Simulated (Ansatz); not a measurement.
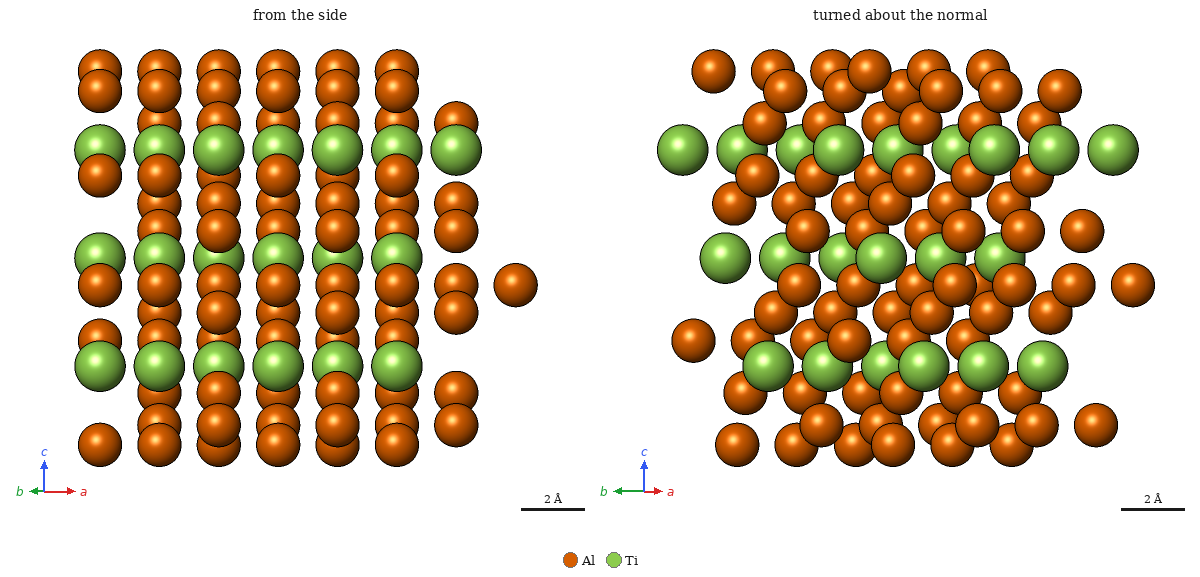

A spheres-only picture of a periodic slab, seen from the side and turned about the normal. The surface normal points up in side views; the vacuum is left out. 3×2 cells are drawn in the plane, with atoms at the edges repeated.

The cell holds 3 Ti, 12 Al. The slab was cut from bulk TiAl3 (I4/mmm).

Name the terminations.

The top face ends in Al, the bottom face in Al. The two faces are alike.

What is its extent along the surface normal?

About 12 Å from the lowest to the highest atom.

Name the surface by its Miller indices.

(1 0 1).

The model was built from a structure listed in the Materials Project, from which a slab was cut. The atoms were relaxed in a fixed cell with DFT r2SCAN, scalar-relativistic, plane waves, PAW (Ansatz 0.2.0).
